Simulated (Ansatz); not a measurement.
**Lower states of Ni: further starts and searches**

Plain starts of Ni have been run. Do the further runs listed below go lower? Ni is taken in its deposited structure (space group Fm-3m, primitive cell doubled), 2 atoms in the cell. Source: COD entry 4320501, which need not be the ambient phase.

Computed with Ansatz 0.2.0 (DFT PBE, PAW, plane waves, scalar-relativistic, unless a step's input says otherwise).

### 1 The structure to begin with

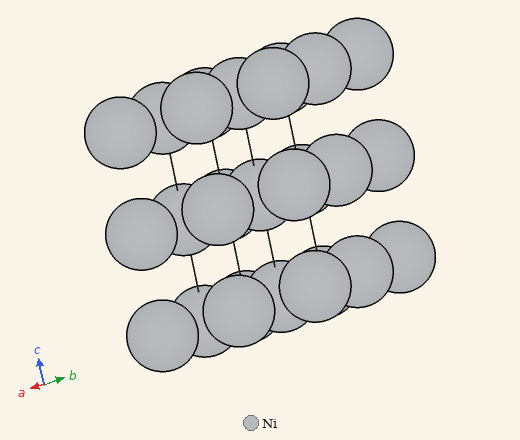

Start, viewed slightly off an axis; nickel light grey. 2×2×1 cells are drawn. Atoms on the faces are drawn again on the opposite ones.

Structure file:

```
Ni
1.0
     0.00000    1.76726    1.76726
     1.76726    0.00000    1.76726
     3.53452    3.53452    0.00000
Ni
2
Direct
  0.00000 0.00000 0.00000
  0.00000 0.00000 0.50000
```

Atoms are counted from 1 in the order of input.yaml (Ni2 and so on).

Known so far: 8 plain starts ended in 3 states. The lowest came from “parallel moments scaled by 0.1, plain SCF [Ni1 0.20, Ni2 0.20 μB]”: ferromagnetic, site moments Ni1 0.66, Ni2 0.66 μB, total 1.25 μB per cell, no gap on the k-mesh, free energy -11679.4545 eV.

Runs to come: parallel moments, default search for lower states; opposed moments +-, default search for lower states; the moments typed in its input, symmetry off, plain SCF; the moments typed in its input, standard search for lower states; the moments typed in its input, symmetry off, default search.

A plain SCF has the search for lower states switched off and ends at the first converged state. The default search lets the program follow hints of a lower state (another filling of open shells, a soft direction), where it sees any. The standard and full searches may also try other magnetic orders and fillings, and need not reach the lowest state. With a search on, the program may also reshape the start on open shells. Ends within 0.2 meV/atom and 0.1 μB count as one state.

Site moments are integrals over atomic spheres and don't add up to the total.

### 2 Parallel moments, default search for lower states

Contents of input.yaml:

```yaml
crystal:
  lattice:
    - [0.0, 1.76726, 1.76726]
    - [1.76726, 0.0, 1.76726]
    - [3.53452, 3.53452, 0.0]
  atoms:
    - { symbol: Ni, position: [0.0, 0.0, 0.0], spin: 2.0 }
    - { symbol: Ni, position: [0.0, 0.0, 0.5], spin: 2.0 }
magnetization:
  spin_polarized: true
hamiltonian:
  xc: pbe
  pseudopotentials: { kind: paw }
basis:
  ecutwfc: 420
kpoints:
  mp_grid: { grid: [13, 13, 7] }
scf:
  occupations: { method: fermi_dirac, width: 0.05 }
output:
  forces: true
  stress: true
```

Started as:

```sh
ansatz run input.yaml --threads 2 --pin off --max-ram 5120MiB --backend cpu --events-out ev --progress --plain --runs-dir out
```

The program printed, shortened:

```text
Warning: crystal.symmetry: narrowed to the stabiliser of the k-point mesh — unitary ops 24 → 8; excluded 16 operations that carry a point of the 13×13×7 mesh (shift [0, 0, 0]) off the mesh (the run samples exactly the mesh kpoints.mp_grid names, as under crystal.symmetry.detect: false, [...]
Pseudopotentials: kind: paw
Pseudopotential: Ni, paw, valence charge 18, recommended cutoff 420 eV (normal), Ni.paw.azcp
Functional definition: PBE
[...]
Crystal: 2 atoms, lattice volume = 22.078 Å³
Basis set: ecut = 420 eV, 409 PW (Γ), exchange–correlation on 36×36×72 points (8 copies of the dense FFT grid, shifted against one another)
Bands: 24, of which v1, the nominal top of the filled ones, is band 18 counted from 1 (17 counted from 0)
Symmetry: 8 space group operations
k-points: 322 of 1183
[...]
Starting moments: Σ|m| = 4 μB on 2 of 2 sites
[...]
SCF iter   1: F=—  HF=-11678.264097 eV  |F-HF|=—  |Δ(HF+E_count)|=         —  Δρ=1.62e-1 (↑1.62e-1 ↓8.52e-2)  dr2=1.08e0  dr2_m=2.98e0  M=1.920 μB ∫|m|=2.066 μB  β_m=0.30  ethr=2.99e-3  ⟨swp⟩=1.0  Hψ=78125  notcnv=0
[...]
SCF iter  10: F=-11679.454486 eV  HF=-11679.454486 eV  |F-HF|=5.21e-9  |Δ(HF+E_count)|=   9.82e-9  Δρ=6.02e-6 (↑1.68e-6 ↓6.02e-6)  dr2=6.22e-9  dr2_m=1.35e-9  M=1.246 μB ∫|m|=1.430 μB  ethr=1.20e-11  ⟨swp⟩=2.0  Hψ=48778  notcnv=0
[...]
SCF converged after 10 iterations
Magnetization: 1.2458 μB (18.6229 up, 17.3771 down)
Absolute magnetization: 1.4312 μB (∫|ρ↑−ρ↓|, with the PAW one-centre terms)
Spin contamination: 0.0140 ħ² per cell (⟨S²⟩ above its minimum at these occupations)
Per-site moments (μB) at R_I (Å): [(0.6619475190387523, 1.030954262348784), (0.6619475190387523, 1.030954262348784)]
Free energy (F): -11679.454486 eV
[...]
E sigma→0 (E₀):  -11679.440294 eV
Entropy (-TS):   -0.028384 eV (-14.192 meV/atom)
Fermi energy:    17.861133 eV
[... 24 lines left out: energy terms, forces, stress ...]
```

Wall time 15 s (2 threads of Arm Neoverse V1, shared host); peak memory 0.53 GiB.

The run ends in the same state as step 1 (ferromagnetic); it took 10 iterations.

### 3 Opposed moments +-, default search for lower states

input.yaml: that of step 2 with these lines changed.

```diff
@@ -7,3 +7,3 @@
     - { symbol: Ni, position: [0.0, 0.0, 0.0], spin: 2.0 }
-    - { symbol: Ni, position: [0.0, 0.0, 0.5], spin: 2.0 }
+    - { symbol: Ni, position: [0.0, 0.0, 0.5], spin: -2.0 }
 magnetization:
@@ -22 +22,5 @@
   stress: true
+  write_density: true
+  write_potential: true
+  elf: true
+  volumetric_format: npy
```

Started as:

```sh
ansatz run input.yaml --threads 2 --pin off --max-ram 5120MiB --backend cpu --events-out ev --progress --plain --runs-dir out
```

The program printed, shortened:

```text
Warning: crystal.symmetry: narrowed to the stabiliser of the k-point mesh — unitary ops 12 → 4; excluded 8 operations that carry a point of the 13×13×7 mesh (shift [0, 0, 0]) off the mesh (the run samples exactly the mesh kpoints.mp_grid names, as under crystal.symmetry.detect: false, and [...]
[... 11 lines as in an earlier run ...]
Symmetry: 4 space group operations
[... 5 lines as in an earlier run ...]
Starting moments: Σ|m| = 4 μB on 2 of 2 sites
[... 2 lines as in an earlier run ...]
spin-down is spin-up translated by (0, 0, 0.5): one eigenproblem is solved per k-point and the antiferromagnetic symmetry of the starting moments is kept exactly by this SCF (crystal.symmetry.spin_inversion_symmetry: false solves both channels; [...]
SCF iter   1: F=—  HF=-11678.276357 eV  |F-HF|=—  |Δ(HF+E_count)|=         —  Δρ=1.70e-1 (↑1.70e-1 ↓1.70e-1)  dr2=1.02e0  dr2_m=5.48e0  M=0.000 μB ∫|m|=1.530 μB  β_m=0.30  ethr=2.83e-3  ⟨swp⟩=1.2  Hψ=39358  notcnv=0
[...]
Starting moments: Σ|m| = 4 μB on 2 of 2 sites; this step starts from the density that it was given
[...]
SCF iter   3: F=-11679.454486 eV  HF=-11679.454486 eV  |F-HF|=0.00e0  |Δ(HF+E_count)|=   3.34e-9  Δρ=1.51e-7 (↑9.83e-8 ↓1.51e-7)  dr2=3.16e-12  dr2_m=1.63e-12  M=1.246 μB ∫|m|=1.430 μB  ethr=5.02e-12  ⟨swp⟩=4.8  Hψ=73552  notcnv=0
[...]
the run went on to a lower state, not held to the crystal's whole symmetry: an SCF along what the orbitals of the run's state read of its open shells (or to have them read: on a GPU, or by another smearing), with the run's symmetry operations kept and the antiferromagnet's [...]
WARN: the starting moments were not kept: 1 of 2 ended reversed and 1 kept their direction, counting a site from 0.1 of the cell's largest site moment. The largest reversed, site 1 (counted from 0, in the order of the report's site_moments_mub), started with -2.0 μB and closes at +6.6e-1 [...]
SCF converged after 3 iterations
Magnetization: 1.2458 μB (18.6229 up, 17.3771 down)
Absolute magnetization: 1.4312 μB (∫|ρ↑−ρ↓|, with the PAW one-centre terms)
Spin contamination: 0.0140 ħ² per cell (⟨S²⟩ above its minimum at these occupations)
Per-site moments (μB) at R_I (Å): [(0.6619454326085595, 1.030954262348784), (0.6619455933733718, 1.030954262348784)]
Free energy (F): -11679.454486 eV
[...]
E sigma→0 (E₀):  -11679.440294 eV
Entropy (-TS):   -0.028384 eV (-14.192 meV/atom)
Fermi energy:    17.861175 eV
[... 29 lines left out: energy terms, forces, stress, bands ...]
```

Run time: 2.7 min. Hardware: 2 threads of Arm Neoverse V1, shared host; peak memory 1.3 GiB.

Nothing new: the 29 iterations lead to the state found in step 1 (ferromagnetic).

### 4 The moments typed in its input, symmetry off, plain SCF

input.yaml: that of step 3 with these lines changed.

```diff
@@ -8,2 +8,3 @@
     - { symbol: Ni, position: [0.0, 0.0, 0.5], spin: -2.0 }
+  symmetry: { detect: false, time_reversal: true }
 magnetization:
@@ -19,2 +20,3 @@
   occupations: { method: fermi_dirac, width: 0.05 }
+  lower_state_search: "off"
 output:
```

Started as:

```sh
ansatz run input.yaml --threads 2 --pin off --max-ram 5120MiB --backend cpu --events-out ev --progress --plain --runs-dir out
```

The program printed, shortened:

```text
[... 11 lines as in an earlier run ...]
Symmetry: 1 space group operations
k-points: 592 of 1183 (time reversal used)
[... 4 lines as in an earlier run ...]
Starting moments: Σ|m| = 4 μB on 2 of 2 sites
[... 2 lines as in an earlier run ...]
[...]
SCF iter   1: F=—  HF=-11678.660964 eV  |F-HF|=—  |Δ(HF+E_count)|=         —  Δρ=1.32e-1 (↑1.32e-1 ↓1.32e-1)  dr2=5.01e-2  dr2_m=3.50e0  M=0.000 μB ∫|m|=1.936 μB  β_m=0.30  ethr=1.39e-4  ⟨swp⟩=1.3  Hψ=144723  notcnv=0
[...]
spin-set hold released at iteration 1 (the charge has settled, or the pull on large starting moments outlasts its swing): the magnetisation degrees of freedom join the quasi-Newton model from the next iteration; the mixer history was flushed
[...]
SCF converged after 21 iterations
Magnetization: -0.0000 μB (18.0000 up, 18.0000 down)
Absolute magnetization: 0.6143 μB (∫|ρ↑−ρ↓|, with the PAW one-centre terms)
Spin contamination: 0.2088 ħ² per cell (⟨S²⟩ above its minimum at these occupations)
Per-site moments (μB) at R_I (Å): [(0.29981776544508537, 1.030954262348784), (-0.29983604628351285, 1.030954262348784)]
Free energy (F): -11679.347300 eV
[...]
E sigma→0 (E₀):  -11679.322744 eV
Entropy (-TS):   -0.049113 eV (-24.557 meV/atom)
Fermi energy:    17.685874 eV
[...]
--- Forces (eV/Å), atoms counted from 1 ---
  atom   1  Ni     0.00000088     0.00000088    -0.00000088
  atom   2  Ni    -0.00000088    -0.00000088     0.00000088
[...]
--- Stress (GPa, compression-positive) ---
       -3.183785       0.333788      -0.385738
        0.333788      -3.183785      -0.385737
       -0.385738      -0.385738      -3.322305
  P = ⅓ Tr σ = -3.2300 GPa (-32.300 kbar)
--- Band table (eV; the first three rows and the last of 1184) ---
[... band rows left out ...]
[...]
```

Wall time 84 s (2 threads of Arm Neoverse V1, shared host); peak memory 0.81 GiB.

The state reached is antiferromagnetic (magnetic neighbours of Ni2 with a moment over 0.3 of its own that point the other way: 6 of 12 at 2.50 Å, 6 of 6 at 3.53 Å), site moments Ni1 0.30, Ni2 -0.30 μB, total 0.00 μB per cell, no gap on the k-mesh. It lies 53.6 meV/atom above the lowest state so far (step 1). The program's check reads this end as a saddle point, not a minimum.

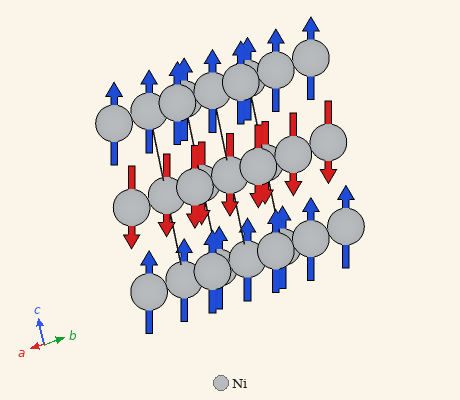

Arrows show the site moments: red and blue are opposite signs, and length grows with size. The axis is drawn upright for the eye.

### 5 The moments typed in its input, standard search for lower states

input.yaml: that of step 4 with these lines changed.

```diff
@@ -8,3 +8,2 @@
     - { symbol: Ni, position: [0.0, 0.0, 0.5], spin: -2.0 }
-  symmetry: { detect: false, time_reversal: true }
 magnetization:
@@ -20,3 +19,3 @@
   occupations: { method: fermi_dirac, width: 0.05 }
-  lower_state_search: "off"
+  lower_state_search: standard
 output:
@@ -24,5 +23 @@
   stress: true
-  write_density: true
-  write_potential: true
-  elf: true
-  volumetric_format: npy
```

Started as:

```sh
ansatz run input.yaml --threads 2 --pin off --max-ram 5120MiB --backend cpu --events-out ev --progress --plain --runs-dir out
```

The program printed, shortened:

```text
[... 1 line as in an earlier run ...]
the run goes by scf.lower_state_search standard: where its kind and settings allow, a search for a lower-energy state can add stability tests and further SCF calculations, which can take several times, in some runs tens of times, as long as the SCF (see the manual's entry of the key); [...]
[... 17 lines as in an earlier run ...]
Starting moments: Σ|m| = 4 μB on 2 of 2 sites
[... 4 lines as in an earlier run ...]
SCF iter   1: F=—  HF=-11678.276357 eV  |F-HF|=—  |Δ(HF+E_count)|=         —  Δρ=1.70e-1 (↑1.70e-1 ↓1.70e-1)  dr2=1.02e0  dr2_m=5.48e0  M=0.000 μB ∫|m|=1.530 μB  β_m=0.30  ethr=2.83e-3  ⟨swp⟩=1.2  Hψ=39358  notcnv=0
[...]
Starting moments: Σ|m| = 4 μB on 2 of 2 sites; this step starts from the density that it was given
[...]
[... 1 line as in an earlier run ...]
[...]
[... 1 line as in an earlier run ...]
[...]
[... 1 line as in an earlier run ...]
[...]
[... 1 line as in an earlier run ...]
[...]
[... 1 line as in an earlier run ...]
[...]
SCF iter   3: F=-11679.454486 eV  HF=-11679.454486 eV  |F-HF|=3.64e-12  |Δ(HF+E_count)|=   3.33e-9  Δρ=1.50e-7 (↑9.67e-8 ↓1.50e-7)  dr2=3.14e-12  dr2_m=1.62e-12  M=1.246 μB ∫|m|=1.430 μB  ethr=4.99e-12  ⟨swp⟩=1.7  Hψ=39927  notcnv=0
[...]
[... 2 lines as in an earlier run ...]
SCF converged after 3 iterations
Magnetization: 1.2458 μB (18.6229 up, 17.3771 down)
Absolute magnetization: 1.4312 μB (∫|ρ↑−ρ↓|, with the PAW one-centre terms)
Spin contamination: 0.0140 ħ² per cell (⟨S²⟩ above its minimum at these occupations)
Per-site moments (μB) at R_I (Å): [(0.6619454310984866, 1.030954262348784), (0.6619455952928611, 1.030954262348784)]
Free energy (F): -11679.454486 eV
[...]
E sigma→0 (E₀):  -11679.440294 eV
Entropy (-TS):   -0.028384 eV (-14.192 meV/atom)
Fermi energy:    17.861175 eV
[... 29 lines left out: energy terms, forces, stress, bands ...]
```

Run time: 2.7 min. Hardware: 2 threads of Arm Neoverse V1, shared host; peak memory 1.3 GiB.

The run ends in the same state as step 1 (ferromagnetic); it took 29 iterations.

### 6 The moments typed in its input, symmetry off, default search

input.yaml: that of step 5 with these lines changed.

```diff
@@ -8,2 +8,3 @@
     - { symbol: Ni, position: [0.0, 0.0, 0.5], spin: -2.0 }
+  symmetry: { detect: false, time_reversal: true }
 magnetization:
@@ -19,3 +20,2 @@
   occupations: { method: fermi_dirac, width: 0.05 }
-  lower_state_search: standard
 output:
@@ -23 +23,5 @@
   stress: true
+  write_density: true
+  write_potential: true
+  elf: true
+  volumetric_format: npy
```

Started as:

```sh
ansatz run input.yaml --threads 2 --pin off --max-ram 5120MiB --backend cpu --events-out ev --progress --plain --runs-dir out
```

The program printed, shortened:

```text
[... 17 lines as in an earlier run ...]
Starting moments: Σ|m| = 4 μB on 2 of 2 sites
[... 3 lines as in an earlier run ...]
SCF iter   1: F=—  HF=-11678.276149 eV  |F-HF|=—  |Δ(HF+E_count)|=         —  Δρ=1.70e-1 (↑1.70e-1 ↓1.70e-1)  dr2=1.02e0  dr2_m=5.48e0  M=0.000 μB ∫|m|=1.530 μB  β_m=0.30  ethr=2.83e-3  ⟨swp⟩=1.2  Hψ=144641  notcnv=0
[...]
SCF iter  17: F=-11679.454486 eV  HF=-11679.454486 eV  |F-HF|=5.71e-10  |Δ(HF+E_count)|=   1.26e-9  Δρ=1.47e-6 (↑1.47e-6 ↓4.61e-7)  dr2=6.35e-10  dr2_m=7.17e-11  M=-1.246 μB ∫|m|=1.430 μB  ethr=8.16e-12  ⟨swp⟩=8.9  Hψ=166565  notcnv=0
[...]
WARN: the starting moments were not kept: 1 of 2 ended reversed and 1 kept their direction, counting a site from 0.1 of the cell's largest site moment. The largest reversed, site 0 (counted from 0, in the order of the report's site_moments_mub), started with +2.0 μB and closes at -6.6e-1 [...]
SCF converged after 17 iterations
Magnetization: -1.2458 μB (17.3771 up, 18.6229 down)
Absolute magnetization: 1.4312 μB (∫|ρ↑−ρ↓|, with the PAW one-centre terms)
Spin contamination: 0.0140 ħ² per cell (⟨S²⟩ above its minimum at these occupations)
Per-site moments (μB) at R_I (Å): [(-0.6619503198909292, 1.030954262348784), (-0.6619435591509297, 1.030954262348784)]
Free energy (F): -11679.454486 eV
[...]
E sigma→0 (E₀):  -11679.440294 eV
Entropy (-TS):   -0.028384 eV (-14.192 meV/atom)
Fermi energy:    17.861172 eV
[... 29 lines left out: energy terms, forces, stress, bands ...]
```

It took 1.8 min on 2 threads of Arm Neoverse V1, shared host; peak memory 0.86 GiB.

Nothing new: the 17 iterations lead to the state found in step 1 (ferromagnetic).

### 7 The runs side by side

```
step  iterations  state  moments of Ni1 Ni2 (μB)  total (μB)  gap (eV)  pressure (GPa)  above lowest (meV/atom)
   1          14      1                0.66 0.66        1.25      none            -2.7                      0.0
   2          10      1                0.66 0.66        1.25      none            -2.7                      0.0
   3          29      1                0.66 0.66        1.25      none            -2.7                      0.0
   4          21      2               0.30 -0.30        0.00      none            -3.2                     53.6
   5          29      1                0.66 0.66        1.25      none            -2.7                      0.0
   6          17      1              -0.66 -0.66       -1.25      none            -2.7                      0.0
```

States are numbered from the lowest. Starts by step: 2 parallel moments, default search for lower states; 3 opposed moments +-, default search for lower states; 4 the moments typed in its input, symmetry off, plain SCF; 5 the moments typed in its input, standard search for lower states; 6 the moments typed in its input, symmetry off, default search. Step 1 is the best of the earlier plain starts.

The 5 runs of this session took 8.8 min in all, from 15 s to 2.7 min each.

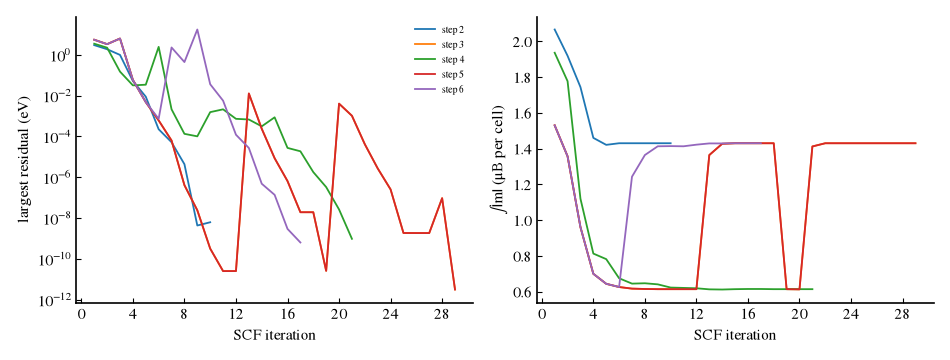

Residual and absolute moment along the iterations.

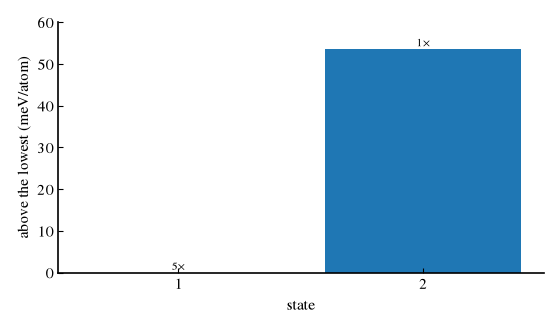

Energy of each distinct state, with the number of starts that reached it (red ferromagnetic, blue opposed moments, grey non-magnetic, green other).

### 8 Results

| quantity | value |
| --- | --- |
| distinct states | 2 from 6 converged runs, the best start of step 1 counted |
| lowest state | ferromagnetic |
| its moments | Ni1 0.66, Ni2 0.66 μB |
| total moment | 1.25 μB per cell |
| gap on the k-mesh | none |
| pressure | -2.7 GPa |
| largest force | 0.000 eV/Å |
| next state | antiferromagnetic, 53.6 meV/atom higher |

Nothing lower turns up: the best plain start stands. The 6 converged runs end in 2 distinct states. The best antiferromagnetic state lies 53.6 meV/atom above the best ferromagnetic one. These are lowest states among those tried, not proven ground states. State 2 reads as a saddle point, which a small push may leave. The mesh has less symmetry than the lattice, which lowers the symmetry of the run.
